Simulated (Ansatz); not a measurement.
# SnSe: band-structure calculation

SnSe (Fm-3m, 2 atoms in the cell), computed with DFT, r2SCAN, PAW with Ansatz's default frozen-core files, scalar-relativistic, no spin polarisation (Ansatz 0.2.0).

The structure derives from an entry of the Crystallography Open Database. It belongs to a series of runs on one base structure; here: functional r2scan, PAW files. Figures and captions count atoms from 1; the log counts them from 0 in places.

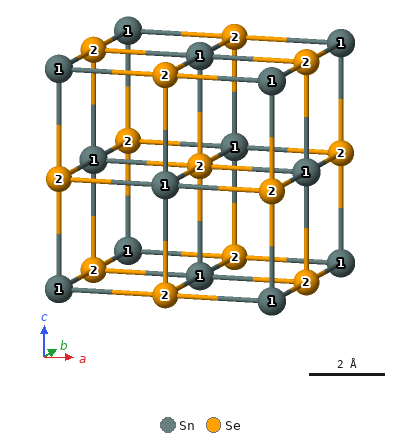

**Figure 1.** The structure (ball-and-stick view of the cell 4 times as large as that of the calculation, set on its symmetry axes, seen slightly off an axis; atoms are numbered from 1 in the order of the input). An atom can appear more than once, as a periodic image.

### Input file
```yaml
crystal:
  lattice:
    - [0.0, 3.01, 3.01]
    - [3.01, 0.0, 3.01]
    - [3.01, 3.01, 0.0]
  atoms:
    - { symbol: Sn, position: [0.0, 0.0, 0.0] }
    - { symbol: Se, position: [0.5, 0.5, 0.5] }
kpoints:
  mp_grid: { grid: [9, 9, 9] }
  band_path:
    path:
      - [0.0, 0.0, 0.0]
      - [0.5, 0.0, 0.5]
      - [0.625, 0.25, 0.625]
      - [0.375, 0.375, 0.75]
      - [0.0, 0.0, 0.0]
      - [0.5, 0.5, 0.5]
      - [0.5, 0.25, 0.75]
      - [0.5, 0.0, 0.5]
    npoints: 5
scf:
  occupations: { method: fermi_dirac, width: 0.02 }
hamiltonian:
  xc: r2scan
  pseudopotentials: { kind: paw }
output:
  forces: true
  stress: true
  eigenvalues: true
  efg: { contact_densities: true }
```

Run on 1 thread of Arm Neoverse V1, 24 GiB of memory available, shared host.

Command:
```bash
ansatz run input.yaml --threads 1 --pin off --max-ram 2048MiB --backend cpu --events-out ev --progress --plain --runs-dir out
```

### Output
```
Sn: output.efg is read without spin–orbit coupling, which moves field gradients at and beside such atoms by some per cent and up to a factor of two; PAW files take it under magnetization.noncollinear and magnetization.spin_orbit
Engine: ansatz 0.2.0, aarch64-unknown-linux-gnu
Pseudopotentials: kind: paw
Pseudopotential: Sn, paw, valence charge 14, recommended cutoff 500 eV (meta_gga), Sn.paw.azcp
Pseudopotential: Se, paw, valence charge 16, recommended cutoff 500 eV (meta_gga), Se.paw.azcp
Functional definition: r2SCAN
  parameter k0 = 0.174
  parameter k1 = 0.065
  parameter a1 = 4.9479
  exchange = r2scan_x(k0 = k0, k1 = k1, a1 = a1)
  correlation = r2scan_c
Crystal: 2 atoms, lattice volume = 54.542 Å³
Basis set: ecut = 500 eV, 1411 PW (Γ), exchange–correlation on 128×128×128 points (64 copies of the dense FFT grid, shifted against one another)
Bands: 19, of which v1, the nominal top of the filled ones, is band 15 counted from 1 (14 counted from 0)
Symmetry: 48 space group operations
Space group: Fm-3m (ITA 225), of the structure as read, at distance tolerance 3.8e-5 Å
k-points: 35 of 729
Non-local potential: Sn, projectors of the file, l = 0: 2, l = 1: 2, l = 2: 2, l = 3: 2
Non-local potential: Se, projectors of the file, l = 0: 2, l = 1: 2, l = 2: 3, l = 3: 1
PAW form: soft (Blöchl's): semilocal exchange-correlation on the pseudo side does not see the compensation charge
PAW frozen core: Sn, regenerated for the run's functional (the file was generated under x = pbe(κ = 0.804, μ = 0.2195149727645171), c = pbe(β = 0.06672455060314922))
PAW frozen core: Se, regenerated for the run's functional (the file was generated under x = pbe(κ = 0.804, μ = 0.2195149727645171), c = pbe(β = 0.06672455060314922))
PAW one-centre angular grid: Sn, 590 points (default); XC on 249 of its mesh's 2787 points in the sphere
PAW one-centre angular grid: Se, 590 points (default); XC on 160 Gauss nodes
Initial density: superposition of atomic densities (neutral atoms: chi_scale 0, normalization atom), corrected by the library's trained network
Initial wavefunctions: pseudopotential atomic-orbital guess
Functional: x = r2scan, c = r2scan; τ floored in thin density (d = 2e-4 eV/Å³)
SCF iter   1: F=—  HF=-11517.580314 eV  |F-HF|=—  |Δ(HF+E_count)|=         —  Δρ=4.56e-3  dr2=1.52e-2  dr2_τ=2.09e-3  ethr=1.77e-3  ⟨swp⟩=6.1  Hψ=3287  notcnv=0
preconditioner: auto → none  [insulator: Δε(μ)=0.690 eV  Ē_g=18.206 eV  σ=0.020 eV  W_gap=1.00  n_scr=14 (ndim 8)  ℏωp=22.5 eV  f_vac=0.015  D(μ)=0.00/eV (n_scr^D=0)  ε∞_Penn≈2.5]
SCF iter   2: F=—  HF=-11517.586327 eV  |F-HF|=—  |Δ(HF+E_count)|=   6.01e-3  Δρ=1.68e-3  dr2=1.05e-3  dr2_τ=1.95e-4  ethr=5.08e-5  ⟨swp⟩=2.7  Hψ=1619  notcnv=0
SCF iter   3: F=—  HF=-11517.586415 eV  |F-HF|=—  |Δ(HF+E_count)|=   8.76e-5  Δρ=7.30e-4  dr2=2.62e-4  dr2_τ=5.85e-6  ethr=3.50e-6  ⟨swp⟩=2.1  Hψ=1320  notcnv=0
SCF iter   4: F=—  HF=-11517.586463 eV  |F-HF|=—  |Δ(HF+E_count)|=   4.80e-5  Δρ=1.77e-4  dr2=2.34e-5  dr2_τ=7.44e-7  ethr=8.72e-7  ⟨swp⟩=2.0  Hψ=828  notcnv=0
SCF iter   5: F=—  HF=-11517.586456 eV  |F-HF|=—  |Δ(HF+E_count)|=   6.37e-6  Δρ=2.89e-5  dr2=3.57e-7  dr2_τ=8.44e-9  ethr=7.80e-8  ⟨swp⟩=2.7  Hψ=988  notcnv=0
SCF iter   6: F=-11517.586456 eV  HF=-11517.586456 eV  |F-HF|=5.83e-9  |Δ(HF+E_count)|=   1.86e-8  Δρ=7.21e-6  dr2=2.65e-8  dr2_τ=3.73e-10  ethr=3.33e-10  ⟨swp⟩=6.1  Hψ=2795  notcnv=0
SCF 1 converged in 6 iterations: F = -11517.586456 eV  dr2 = 2.65e-8
  greatest PAW one-centre occupation: 1.000 electrons in one spin orbital (limit 2), on the Se atom at site 1 (counted from 0), in its partial waves of l = 2
```

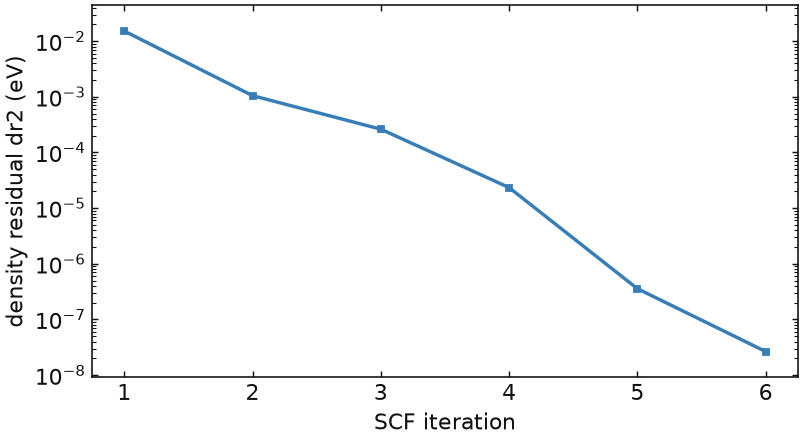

**Figure 2.** Convergence of the self-consistent field: density residual dr2 against the SCF iteration. The residual falls at every step.

```
NSCF: frozen V_eff on 36 k-points
SCF converged after 6 iterations
Free energy (F): -11517.586456 eV
Harris-Foulkes:  -11517.586456 eV  (|F-HF|=5.83e-9)
Internal energy: -11517.586456 eV  (E = F + TS)
E sigma→0 (E₀):  -11517.586456 eV
Fermi energy:    9.387971 eV
--- Per-component energies (eV) ---
  E_band       = -498.604375
  E_kinetic    = 303.121260
  E_local      = -3325.560357  (includes V_loc(G=0)·N_el)
  E_nonlocal   = -628.674951
  E_hartree    = 1751.032326
  E_xc         = -474.118090
  E_vxc        = -211.183338  (∫ρ·V_xc dr)
  E_paw        = -6079.970998  (= ΣΔE_a)
  E_vpaw       = -150.135300  (= ΣTr[D̂ρ^β])
  E_aug_tail   = -0.000211  (compensation charges beyond the density's cutoff)
  E_vtau       = 11.766979  (kinetic-family band-sum trace: ∫τ·v_τ [+ j·A + Jᵃ·Aᵃ] dr)
  E_ewald      = -3062.385987
  E_core_change = -1.029450  (= ΣΔE_core)
  E_smearing   = -0.000000  (= −TS)
  E_closure    = 0.000000  (closes the sum)
  Σ components = -11517.586456   (vs F -11517.586456, Δ=0.00e0)
--- Forces (eV/Å), atoms counted from 1 ---
  atom   1  Sn    -0.00000000    -0.00000000    -0.00000000
  atom   2  Se     0.00000000     0.00000000     0.00000000
  max |Σ_I F_I| component: 1.12e-30 eV/Å
--- Stress (GPa, compression-positive) ---
       -0.033187       0.000000       0.000000
        0.000000      -0.033187      -0.000000
       -0.000000       0.000000      -0.033187
  P = ⅓ Tr σ = -0.0332 GPa (-0.332 kbar)
--- PAW observables at the nuclei: V_zz in 10²¹ V/m², potentials from the cell's mean, atoms counted from 1 ---
  atom   1  Sn V_zz =    +0.000000   η = 0.0000   by run symmetry: forbidden
            electrostatic potential = -8171.648375 V   contact ρ = 1235706.441457 e/Å³
  atom   2  Se V_zz =    -0.000000   η = 0.0000   by run symmetry: forbidden
            electrostatic potential = -4711.916239 V   contact ρ = 262665.209640 e/Å³
--- Band table (eV; the first three rows and the last of 35) ---
  k-point 0: bands = ["-39.5805", "-39.5805", "-39.5774", "-39.5774", "-39.5774", "-13.4118", "-13.4118", "-13.4118", "-13.4081", "-13.4081", "-5.5137", "3.9577", "6.5666", "6.5666", "6.5666", "13.5620", "13.5620", "13.5620", "15.2492"]
  k-point 1: bands = ["-39.5805", "-39.5805", "-39.5774", "-39.5774", "-39.5774", "-13.4115", "-13.4112", "-13.4112", "-13.4083", "-13.4083", "-5.4230", "3.3889", "6.5848", "6.5848", "7.0422", "12.8381", "12.9233", "12.9233", "15.2321"]
  k-point 2: bands = ["-39.5805", "-39.5805", "-39.5774", "-39.5773", "-39.5773", "-13.4128", "-13.4128", "-13.4108", "-13.4055", "-13.4055", "-5.1722", "2.3267", "6.6434", "6.6434", "7.8411", "11.6479", "11.8385", "11.8385", "15.4224"]
  k-point 34: bands = ["-39.5806", "-39.5805", "-39.5773", "-39.5773", "-39.5772", "-13.4301", "-13.4084", "-13.4082", "-13.4037", "-13.3946", "-4.2381", "1.7405", "4.1734", "4.2319", "7.9608", "10.7368", "13.8203", "14.1215", "16.1695"]
```

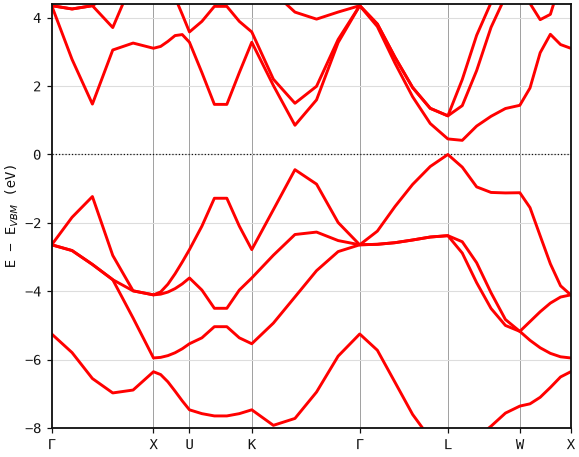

**Figure 3.** Band structure along Γ–X–U–K–Γ–L–W–X, with energies from the valence-band top. There is a gap of 0.41 eV on this path.

### Summary

| quantity | value |
| --- | --- |
| outcome | converged |
| space group (tolerance 0.01 Å) | Fm-3m (225) |
| electrons treated | 30 |
| free energy | −11517.5865 eV |
| Fermi energy | 9.388 eV |
| pressure | −0.03 GPa |
| field gradient V_zz (10²¹ V/m²) | zero at all sites |
| electronic character | gap of 0.41 eV |
| largest force (length of the vector) | under 0.001 eV/Å |
| wall time | 11 s |
| peak memory | 0.51 GiB |

Warnings of the run: the field gradients leave out spin–orbit coupling.
